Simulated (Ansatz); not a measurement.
Hf₆Si₆O₂₅: geometry relaxation (part 4 of 5)

Hf₆Si₆O₂₅ (defect cell, 37 atoms in the cell); DFT PBE, scalar-relativistic, plane waves, PAW, no spin polarisation (Ansatz 0.2.0); cutoff 420 eV, 2×2×2 k-mesh, Gaussian smearing of 0.02 eV. The structure derives from a Materials Project entry. It belongs to a series of runs on one base structure; here: O_i, charge +0, atoms relaxed at the host's cell.

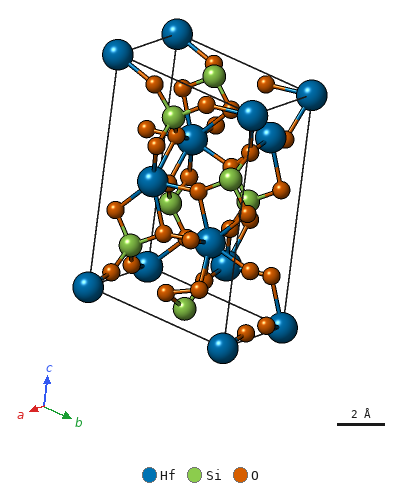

The geometry at step 20 of the log (ball-and-stick view of the cell of the calculation, seen slightly off an axis).

**Trajectory as extended XYZ, continued**
```
37
Lattice="-6.6449 0.0000 0.0000 0.0000 -6.6449 0.0000 3.3225 3.3225 9.0224" Properties=species:S:1:pos:R:3:forces:R:3 step=11 energy=-112376.63186 accepted=F
Hf   -3.3913   -3.3352    3.0598    0.2128   0.0057  -0.0196
Hf   -6.6962   -0.0012   -0.0091    0.0767   0.0918  -0.1129
Hf    0.0764   -0.0061    5.9074   -0.1143  -0.0653   0.3395
Hf   -3.2964   -0.0133    4.4894    0.0075  -0.0044   0.1923
Hf   -0.1585   -3.3322    1.5240    0.0304  -0.0062   0.7067
Hf    0.0076   -3.3276    7.4731    0.1004   0.0715  -0.1483
Si   -0.0772   -3.3338    4.5140    0.0605   0.0973  -0.4567
Si   -3.3554   -0.0105    1.4848   -0.0510   0.0263   0.5674
Si   -3.2940    0.0174    7.5536    0.0974  -0.6441  -1.4042
Si   -3.3109   -3.3352    6.0095   -0.0609   0.0601  -0.1879
Si   -0.0230   -0.0079    2.9830    0.1624   0.0100  -0.2027
Si   -3.0579   -3.3205   -0.2614    1.8354  -0.1020   0.5097
O    -0.0440   -1.2359    1.9066   -0.0147   0.1216   0.0827
O     0.3258   -1.2602    7.7737    0.4055  -0.3694  -0.3530
O    -3.3277   -4.5579    4.9177    0.1581  -0.0115   0.0746
O     1.1957   -3.3334    3.5255    0.0777   0.0171  -0.5638
O    -2.1351    0.0010    0.4046    0.1590  -0.0632  -0.1438
O    -2.0291    0.0169    6.4828   -0.1038  -0.0194   0.1348
O    -1.2746   -3.3362    3.4000    0.0069  -0.0179  -0.1457
O    -4.5717   -0.0128    0.3901   -0.0416  -0.0005  -0.1527
O     2.2034   -0.0377    6.3012    0.1697   0.1835   0.8560
O    -3.2984   -2.1162    4.9121    0.1263   0.0223   0.0830
O    -0.0428   -5.4234    1.9053   -0.0208  -0.1885   0.1285
O     0.3310    1.2478    7.7502    0.5325   0.3190  -0.1476
O    -1.2247   -0.0068    4.0814   -0.0734   0.0098  -0.0216
O    -4.7317   -3.3389    1.3602   -1.7545  -0.0397   0.9873
O     2.0935   -3.3118    7.0528   -0.1126  -0.0764   0.1594
O    -0.1049   -2.1001    5.5514    0.0114   0.1244   0.3541
O    -3.3471   -5.4320    2.5843   -0.0018  -0.1616  -0.0627
O    -3.5204    1.2424    8.6146   -0.0611  -0.2626  -0.0302
O    -0.0971   -4.5593    5.5552    0.0159  -0.1577   0.3003
O    -3.3402   -1.2363    2.5826   -0.0256   0.1584  -0.0999
O    -3.4964   -1.2459    8.6116    0.0209   0.6261  -0.1673
O    -2.1031   -3.3474    7.1142   -0.0446   0.0340   0.0604
O     1.2165   -0.0085    4.0594    0.0071  -0.0014  -0.2785
O    -2.2366   -3.3372    1.1666   -0.6830   0.0774  -1.5504
O    -1.3188    0.0170    8.9642   -1.1107   0.1357   0.7127
37
Lattice="-6.6449 0.0000 0.0000 0.0000 -6.6449 0.0000 3.3225 3.3225 9.0224" Properties=species:S:1:pos:R:3:forces:R:3 step=13 energy=-112376.99225
Hf   -3.4048   -3.3382    3.0598    0.0076   0.0327  -0.0239
Hf   -6.6871   -0.0114   -0.0266   -0.0038  -0.0475  -0.0114
Hf    0.0827   -0.0135    5.9123    0.0244   0.0344   0.0086
Hf   -3.2894   -0.0164    4.4913   -0.0162   0.0060   0.0249
Hf   -0.2135   -3.3420    1.5382   -0.0111   0.0187   0.0136
Hf    0.0161   -3.3278    7.4716   -0.0054  -0.0258  -0.0489
Si   -0.0863   -3.3384    4.5091    0.1082  -0.0149   0.0284
Si   -3.3502   -0.0098    1.4905    0.0098  -0.0229  -0.0129
Si   -3.2739   -0.0046    7.5142   -0.1106  -0.0308   0.0243
Si   -3.3074   -3.3340    6.0078   -0.0296  -0.0131  -0.0217
Si   -0.0221   -0.0195    2.9703    0.0570   0.0169   0.0456
Si   -3.0469   -3.3030   -0.2737    0.1299  -0.0219  -0.0537
O    -0.0567   -1.2437    1.8982    0.0020  -0.0386  -0.0077
O     0.3117   -1.2549    7.7679    0.0364  -0.0550   0.0485
O    -3.3034   -4.5627    4.9240    0.0060   0.0146   0.0264
O     1.1846   -3.3463    3.5229   -0.0454  -0.0231   0.0256
O    -2.1291   -0.0080    0.3967   -0.0218   0.0033   0.0112
O    -2.0038    0.0045    6.4785    0.0211   0.0024  -0.0109
O    -1.2881   -3.3400    3.3965   -0.0524   0.0112  -0.0561
O    -4.5636    0.0006    0.3831    0.0288   0.0084   0.0100
O     2.2138   -0.0438    6.3158    0.0257   0.0003   0.0037
O    -3.2816   -2.1150    4.9142    0.0077  -0.0109   0.0063
O    -0.0673   -5.4384    1.9011   -0.0241   0.0108   0.0150
O     0.4124    1.2496    7.7226   -0.0946  -0.0517   0.0046
O    -1.2202   -0.0199    4.0792   -0.0206  -0.0115  -0.0186
O    -4.8325   -3.3564    1.4380    0.0325  -0.1903   0.0335
O     2.0940   -3.3107    7.0510    0.0185   0.0322   0.0011
O    -0.1003   -2.1107    5.5669    0.0022   0.0088   0.0110
O    -3.3339   -5.4366    2.5882   -0.0092  -0.0044   0.0023
O    -3.5320    1.2215    8.5861   -0.0424   0.0276  -0.0250
O    -0.1060   -4.5639    5.5636   -0.0303   0.0008   0.0015
O    -3.3438   -1.2402    2.5771   -0.0023   0.0152  -0.0302
O    -3.4632   -1.2336    8.5999    0.0652   0.0330   0.0201
O    -2.1039   -3.3437    7.1176   -0.0087  -0.0003  -0.0010
O     1.2266   -0.0155    4.0376   -0.0181  -0.0026  -0.0152
O    -2.2780   -3.3411    1.1288   -0.0097  -0.0241  -0.0017
O    -1.3082    0.1889    9.0759   -0.0268   0.3124  -0.0298
37
Lattice="-6.6449 0.0000 0.0000 0.0000 -6.6449 0.0000 3.3225 3.3225 9.0224" Properties=species:S:1:pos:R:3:forces:R:3 step=16 energy=-112377.25402
Hf   -3.3880   -3.3691    3.0281    0.1985  -0.0584   0.3636
Hf   -6.6752   -0.0126   -0.0365    0.0901   0.0786   0.0061
Hf    0.0499   -0.0081    5.9280   -0.1316   0.0324  -0.0002
Hf   -3.3075   -0.0366    4.4874   -0.0263  -0.0666  -0.0402
Hf   -0.1310   -3.3557    1.5356   -0.2882   0.1015  -0.1742
Hf    0.0021   -3.3026    7.4690   -0.0430   0.0487   0.1081
Si   -0.0691   -3.3330    4.5032   -0.2045  -0.0016   0.0530
Si   -3.3494   -0.0286    1.4785   -0.1706   0.1315  -0.1107
Si   -3.3139   -0.0025    7.4940    0.1891  -0.0156   0.2269
Si   -3.3235   -3.3374    5.9951    0.0786   0.0904   0.0803
Si   -0.0222   -0.0426    2.9692    0.1394   0.0159   0.0104
Si   -3.0885   -3.2400   -0.2232   -0.1807  -0.0461  -0.2358
O     0.0285   -1.2657    1.8843   -0.1113  -0.0023  -0.0037
O     0.1345   -1.2114    7.8444    0.0323  -0.0424  -0.0583
O    -3.3273   -4.5767    4.9253   -0.0505  -0.0353   0.0022
O     1.1900   -3.3371    3.5028   -0.0101   0.0090   0.0211
O    -2.1215   -0.0012    0.3931    0.0452  -0.1369   0.0426
O    -2.0321    0.0184    6.4718   -0.1305   0.0565  -0.1415
O    -1.2711   -3.3318    3.3801    0.0844   0.0105   0.0814
O    -4.5548    0.0691    0.3702   -0.0680  -0.1400  -0.0764
O     2.1704   -0.1066    6.3236   -0.0223   0.0412  -0.0028
O    -3.2707   -2.1315    4.8889   -0.0269   0.0247  -0.0022
O    -0.0854   -5.4590    1.9061   -0.0292   0.0380   0.0043
O     0.3783    1.2648    7.7106    0.0699   0.0991   0.0296
O    -1.2328   -0.0689    4.0657   -0.0368  -0.0309  -0.0155
O    -4.7466   -3.6712    1.3654    0.4268  -0.3827  -0.2179
O     2.0849   -3.2489    7.0510    0.0023  -0.0387  -0.0402
O    -0.0811   -2.1120    5.5814    0.0092   0.0272  -0.0212
O    -3.3199   -5.4860    2.6114    0.0716   0.1062   0.1016
O    -3.5624    1.2351    8.5468   -0.0571  -0.0196  -0.0990
O    -0.1106   -4.5625    5.5523    0.0075   0.0001  -0.0766
O    -3.4068   -1.2829    2.5357    0.1446  -0.0742  -0.0230
O    -3.3511   -1.2132    8.6098   -0.1010  -0.0129  -0.0862
O    -2.1160   -3.3544    7.1056   -0.0175  -0.0520  -0.0617
O     1.2145   -0.0120    4.0453    0.0071  -0.0095   0.0618
O    -2.2018   -3.3983    1.1029    0.0443   0.1240   0.1655
O    -1.2483    0.5938    9.2932    0.0649   0.1301   0.1291
37
Lattice="-6.6449 0.0000 0.0000 0.0000 -6.6449 0.0000 3.3225 3.3225 9.0224" Properties=species:S:1:pos:R:3:forces:R:3 step=18 energy=-112377.44613
Hf   -3.3332   -3.4010    3.0352   -0.0698  -0.0631  -0.0625
Hf   -6.6692    0.0025   -0.0374   -0.1339  -0.0424   0.1581
Hf    0.0075    0.0258    5.9363   -0.0007  -0.0232  -0.1849
Hf   -3.3278   -0.0526    4.4916    0.0125  -0.0303  -0.2131
Hf   -0.0339   -3.3341    1.4773    0.1388   0.0192   0.0535
Hf   -0.0078   -3.2714    7.4780    0.0782   0.0122  -0.0825
Si   -0.0378   -3.2886    4.4786    0.1186  -0.0085  -0.2083
Si   -3.3444   -0.0557    1.4821   -0.0179   0.0729   0.1212
Si   -3.3433    0.0069    7.4810    0.0236   0.0166  -0.2525
Si   -3.3269   -3.3361    5.9987   -0.0805  -0.0019  -0.0837
Si   -0.0303   -0.0244    2.9650    0.0637   0.0154  -0.0525
Si   -3.1480   -3.2153   -0.1667   -0.2636  -0.3123   0.2756
O     0.0142   -1.2402    1.8689   -0.1178   0.0694  -0.0446
O     0.0415   -1.1794    7.8782    0.0692   0.1774  -0.1035
O    -3.3529   -4.5720    4.9192    0.0383   0.0244   0.0126
O     1.2066   -3.2552    3.4307    0.0132   0.0940   0.0627
O    -2.1199   -0.0235    0.3967    0.0000   0.0838  -0.1515
O    -2.0873    0.0390    6.4227    0.0262   0.0003   0.1422
O    -1.2347   -3.3033    3.3619   -0.0671  -0.0334   0.0544
O    -4.5600    0.0098    0.3725    0.0658  -0.1496   0.0105
O     2.1226   -0.0818    6.3327   -0.0846   0.0082   0.1610
O    -3.2795   -2.1338    4.8933    0.0373   0.0288   0.0657
O    -0.0915   -5.4365    1.9009   -0.0625  -0.1002  -0.0396
O     0.2396    1.2954    7.7523    0.2380  -0.1573   0.0410
O    -1.2443   -0.0595    4.0588    0.0236   0.0021   0.1156
O    -4.6170   -4.0245    1.3155    0.2682   0.6832  -0.3870
O     2.0818   -3.2392    7.0566   -0.0421  -0.0626   0.0232
O    -0.0626   -2.0825    5.5787   -0.0164  -0.0069   0.0880
O    -3.2915   -5.5155    2.6289    0.0644  -0.1703   0.0159
O    -3.5470    1.2467    8.5245    0.0754   0.0058   0.0175
O    -0.0631   -4.5385    5.5090    0.0604   0.0156   0.1546
O    -3.3657   -1.3115    2.5384    0.0035   0.1435   0.0625
O    -3.3397   -1.2136    8.5747    0.0255   0.0451   0.0411
O    -2.1119   -3.3700    7.0916    0.0477   0.0495   0.0243
O     1.2038   -0.0059    4.0457   -0.0057   0.0015  -0.0253
O    -2.1303   -3.3871    1.0893   -0.2039   0.2487  -0.2911
O    -1.2713    0.6077    9.5347   -0.3253  -0.6559   0.4809
37
Lattice="-6.6449 0.0000 0.0000 0.0000 -6.6449 0.0000 3.3225 3.3225 9.0224" Properties=species:S:1:pos:R:3:forces:R:3 step=20 energy=-112377.53612
Hf   -3.3053   -3.3938    3.0340   -0.0091  -0.0429  -0.0142
Hf   -6.6767    0.0054   -0.0333   -0.0737  -0.0891  -0.0058
Hf    0.0038    0.0160    5.9376   -0.0067   0.0309   0.0709
Hf   -3.3292   -0.0481    4.4800    0.0270  -0.0095  -0.0407
Hf   -0.0336   -3.3336    1.4627    0.0214   0.0558  -0.1673
Hf   -0.0010   -3.2996    7.4701    0.0262  -0.1345   0.0248
Si   -0.0013   -3.2971    4.4677    0.0270   0.0349   0.0133
Si   -3.3389   -0.0559    1.4786    0.0290  -0.0114   0.0547
Si   -3.3508    0.0175    7.4702    0.0006   0.0729   0.0080
Si   -3.3191   -3.3320    5.9960   -0.0257   0.0050   0.0181
Si   -0.0400   -0.0172    2.9605    0.0130  -0.0304   0.0227
Si   -3.2299   -3.2705   -0.1316   -0.5910   0.2369   0.2388
O    -0.0600   -1.2322    1.8657   -0.0061  -0.0044   0.0116
O    -0.0009   -1.1974    7.8703    0.0155  -0.1129  -0.0957
O    -3.3423   -4.5642    4.9107    0.0058   0.0098   0.0285
O     1.2282   -3.2335    3.4006   -0.0180  -0.0074  -0.0575
O    -2.1339    0.0079    0.3691    0.0096   0.0372  -0.0162
O    -2.0911    0.0478    6.4241   -0.0234  -0.0305   0.0000
O    -1.2182   -3.3384    3.3708    0.0227   0.0007   0.0227
O    -4.5711   -0.0506    0.3924    0.0023   0.0606  -0.0263
O     2.1059   -0.0761    6.3391    0.0320  -0.0153  -0.0003
O    -3.2703   -2.1234    4.8981    0.0049  -0.0146   0.0162
O    -0.0990   -5.4343    1.8900   -0.0156   0.0155  -0.0408
O     0.1885    1.2513    7.7944    0.1326   0.1376  -0.2374
O    -1.2340   -0.0294    4.0801   -0.0323  -0.0067   0.0086
O    -4.5238   -4.0376    1.2850    0.0637  -0.5229   0.3191
O     2.0872   -3.2534    7.0540    0.0079   0.0183   0.0080
O    -0.0434   -2.0879    5.5667   -0.0072  -0.0271   0.0019
O    -3.2768   -5.5139    2.6212    0.0605  -0.0136  -0.0075
O    -3.5248    1.2643    8.5107   -0.0276   0.0067  -0.0211
O     0.0041   -4.5337    5.5276   -0.0105   0.0241  -0.0260
O    -3.3267   -1.2932    2.5575   -0.0223  -0.0127  -0.0079
O    -3.3325   -1.1956    8.5806   -0.0074  -0.0225  -0.0059
O    -2.1025   -3.3525    7.0874    0.0048   0.0125   0.0035
O     1.2085   -0.0107    4.0223    0.0317   0.0092   0.0217
O    -2.1389   -3.3181    1.0660    0.1435  -0.0036   0.1612
O    -1.3654    0.5952    9.6192    0.1944   0.3439  -0.2834
37
Lattice="-6.6449 0.0000 0.0000 0.0000 -6.6449 0.0000 3.3225 3.3225 9.0224" Properties=species:S:1:pos:R:3:forces:R:3 step=22 energy=-112377.54328 accepted=F
Hf   -3.2947   -3.3965    3.0332    0.1659   0.0906   0.0891
Hf   -6.6772    0.0035   -0.0356   -0.1159  -0.0095  -0.0111
Hf   -0.0006    0.0097    5.9498    0.0221  -0.0118   0.1723
Hf   -3.3246   -0.0498    4.4770   -0.0140  -0.0362   0.0776
Hf   -0.0405   -3.3213    1.4430   -0.3504  -0.0261  -0.0242
Hf   -0.0002   -3.3184    7.4723    0.0432  -0.0065  -0.0218
Si    0.0165   -3.3019    4.4589   -0.0356   0.0325   0.1333
Si   -3.3328   -0.0537    1.4804    0.0845  -0.1510  -0.0201
Si   -3.3654    0.0165    7.4635    0.0362   0.0259  -0.0032
Si   -3.3188   -3.3332    5.9967   -0.0240  -0.0048   0.0384
Si   -0.0355   -0.0090    2.9611    0.0259   0.0123   0.0594
Si   -3.2998   -3.2901   -0.0856    0.2998  -0.0758  -0.4663
O    -0.0670   -1.2252    1.8668   -0.0019  -0.0152  -0.0421
O    -0.0194   -1.2055    7.8779    0.0031  -0.0501  -0.0935
O    -3.3379   -4.5654    4.9115   -0.0042   0.0156  -0.0054
O     1.2356   -3.2459    3.3731    0.0188  -0.0428  -0.0792
O    -2.1342    0.0063    0.3625    0.0047   0.0256   0.0612
O    -2.1007    0.0409    6.4233   -0.0296  -0.0141  -0.0170
O    -1.2093   -3.3356    3.3712    0.0073  -0.0164   0.0087
O    -4.5693   -0.0386    0.3955   -0.0020  -0.0115   0.0726
O     2.0976   -0.0771    6.3354    0.0075  -0.0139  -0.0369
O    -3.2728   -2.1248    4.8991    0.0040  -0.0311  -0.0248
O    -0.0936   -5.4279    1.8815    0.0122   0.0197   0.0133
O     0.1595    1.2277    7.8130    0.0366   0.1684  -0.1983
O    -1.2273   -0.0262    4.0857   -0.0207  -0.0008  -0.0487
O    -4.4623   -4.0520    1.2445   -0.1362  -0.1409   0.2556
O     2.0873   -3.2590    7.0563    0.0560   0.0142  -0.0187
O    -0.0258   -2.0945    5.5628    0.0046  -0.0349  -0.0493
O    -3.2505   -5.5134    2.6228   -0.0282   0.0655  -0.1435
O    -3.5330    1.2650    8.5014    0.0642   0.0193   0.0717
O     0.0179   -4.5368    5.5273   -0.0014   0.0165  -0.0433
O    -3.3216   -1.2908    2.5609   -0.0230   0.0575  -0.0029
O    -3.3388   -1.1951    8.5757    0.0377   0.0279   0.0469
O    -2.1019   -3.3518    7.0878   -0.0070  -0.0074   0.0054
O     1.2168   -0.0070    4.0194   -0.0268   0.0169  -0.0680
O    -2.1410   -3.2862    1.0647    0.1900  -0.0480   0.1874
O    -1.3895    0.6443    9.6614   -0.3046   0.1418   0.1257
37
Lattice="-6.6449 0.0000 0.0000 0.0000 -6.6449 0.0000 3.3225 3.3225 9.0224" Properties=species:S:1:pos:R:3:forces:R:3 step=24 energy=-112377.56074
Hf   -3.2970   -3.3978    3.0358    0.0123   0.0178   0.0260
Hf   -6.6812    0.0039   -0.0325   -0.0011  -0.0045  -0.0024
Hf    0.0046    0.0138    5.9469   -0.0010   0.0012   0.0031
Hf   -3.3238   -0.0526    4.4788   -0.0031   0.0020  -0.0004
Hf   -0.0502   -3.3271    1.4479   -0.0276   0.0051  -0.0144
Hf    0.0012   -3.3098    7.4693    0.0026  -0.0048   0.0039
Si    0.0116   -3.2967    4.4619   -0.0074  -0.0043   0.0070
Si   -3.3319   -0.0592    1.4810    0.0112  -0.0062  -0.0183
Si   -3.3572    0.0185    7.4662   -0.0082  -0.0005   0.0035
Si   -3.3172   -3.3344    5.9986   -0.0034   0.0030   0.0069
Si   -0.0371   -0.0123    2.9612   -0.0024  -0.0008   0.0062
Si   -3.2809   -3.2762   -0.1089    0.0142   0.0057  -0.0136
O    -0.0685   -1.2276    1.8647   -0.0015  -0.0019   0.0021
O    -0.0158   -1.1991    7.8704    0.0021  -0.0001  -0.0041
O    -3.3409   -4.5673    4.9143   -0.0008  -0.0030  -0.0057
O     1.2308   -3.2401    3.3801    0.0086  -0.0022  -0.0070
O    -2.1335    0.0075    0.3638   -0.0110  -0.0001   0.0096
O    -2.0961    0.0419    6.4228    0.0058   0.0015   0.0044
O    -1.2134   -3.3359    3.3728    0.0046  -0.0017   0.0088
O    -4.5691   -0.0434    0.3985   -0.0050   0.0004  -0.0012
O     2.1043   -0.0818    6.3354    0.0005   0.0032  -0.0011
O    -3.2691   -2.1279    4.8991   -0.0009   0.0019  -0.0060
O    -0.1023   -5.4308    1.8844   -0.0003   0.0041  -0.0009
O     0.1787    1.2422    7.7951    0.0061  -0.0029  -0.0053
O    -1.2292   -0.0307    4.0843   -0.0004  -0.0023  -0.0039
O    -4.4944   -4.0531    1.2739    0.0232  -0.0281   0.0064
O     2.0900   -3.2519    7.0573    0.0014   0.0002  -0.0045
O    -0.0299   -2.0909    5.5645    0.0006  -0.0001  -0.0025
O    -3.2482   -5.5149    2.6189   -0.0281   0.0308  -0.0248
O    -3.5305    1.2658    8.5056    0.0077   0.0005  -0.0009
O     0.0137   -4.5340    5.5238   -0.0029   0.0024   0.0000
O    -3.3249   -1.2933    2.5621    0.0004  -0.0007  -0.0032
O    -3.3343   -1.1929    8.5793    0.0028  -0.0026   0.0055
O    -2.1005   -3.3539    7.0896    0.0009  -0.0018   0.0003
O     1.2159   -0.0043    4.0168    0.0046  -0.0011  -0.0022
O    -2.1443   -3.3006    1.0664    0.0046   0.0004   0.0102
O    -1.3848    0.6283    9.6464   -0.0099  -0.0106   0.0186
37
Lattice="-6.6449 0.0000 0.0000 0.0000 -6.6449 0.0000 3.3225 3.3225 9.0224" Properties=species:S:1:pos:R:3:forces:R:3 step=26 energy=-112377.56118
Hf   -3.2956   -3.3955    3.0369    0.0001   0.0040   0.0024
Hf   -6.6817    0.0042   -0.0326    0.0021  -0.0038  -0.0012
Hf    0.0045    0.0129    5.9478   -0.0022   0.0011   0.0046
Hf   -3.3246   -0.0505    4.4780   -0.0024  -0.0042  -0.0026
Hf   -0.0527   -3.3266    1.4468    0.0028   0.0000   0.0007
Hf    0.0012   -3.3116    7.4694   -0.0027  -0.0012  -0.0013
Si    0.0133   -3.2978    4.4621    0.0039  -0.0008  -0.0075
Si   -3.3329   -0.0586    1.4795   -0.0024  -0.0063   0.0152
Si   -3.3575    0.0191    7.4662    0.0031  -0.0059   0.0044
Si   -3.3176   -3.3332    5.9984    0.0064   0.0051   0.0032
Si   -0.0378   -0.0117    2.9611    0.0018  -0.0038   0.0049
Si   -3.2825   -3.2788   -0.1063    0.0017   0.0019  -0.0072
O    -0.0691   -1.2274    1.8649   -0.0027   0.0029   0.0007
O    -0.0136   -1.2001    7.8699   -0.0011  -0.0008  -0.0003
O    -3.3409   -4.5660    4.9138    0.0019  -0.0023   0.0005
O     1.2315   -3.2426    3.3781   -0.0032   0.0003   0.0025
O    -2.1344    0.0075    0.3638    0.0091   0.0012  -0.0046
O    -2.0957    0.0417    6.4236    0.0003   0.0017  -0.0001
O    -1.2128   -3.3362    3.3745   -0.0018  -0.0015   0.0023
O    -4.5699   -0.0449    0.3970   -0.0062  -0.0001   0.0000
O     2.1044   -0.0797    6.3353    0.0009   0.0013  -0.0029
O    -3.2706   -2.1263    4.8988    0.0005  -0.0019   0.0009
O    -0.1029   -5.4305    1.8838    0.0006   0.0030  -0.0009
O     0.1779    1.2403    7.7972   -0.0036  -0.0004  -0.0031
O    -1.2300   -0.0303    4.0839   -0.0033   0.0005   0.0010
O    -4.4846   -4.0580    1.2732    0.0023  -0.0034   0.0005
O     2.0901   -3.2519    7.0572   -0.0033  -0.0019   0.0029
O    -0.0279   -2.0915    5.5640   -0.0003   0.0022  -0.0019
O    -3.2513   -5.5130    2.6166   -0.0019   0.0011  -0.0007
O    -3.5290    1.2665    8.5056    0.0034  -0.0014  -0.0057
O     0.0143   -4.5344    5.5249    0.0002  -0.0016   0.0003
O    -3.3259   -1.2921    2.5615    0.0037   0.0030  -0.0007
O    -3.3351   -1.1926    8.5798    0.0020   0.0075  -0.0056
O    -2.1004   -3.3525    7.0888   -0.0014  -0.0015  -0.0013
O     1.2154   -0.0042    4.0165    0.0012   0.0011  -0.0002
O    -2.1421   -3.2967    1.0668   -0.0115   0.0005   0.0015
O    -1.3889    0.6239    9.6494    0.0022   0.0044  -0.0009
```
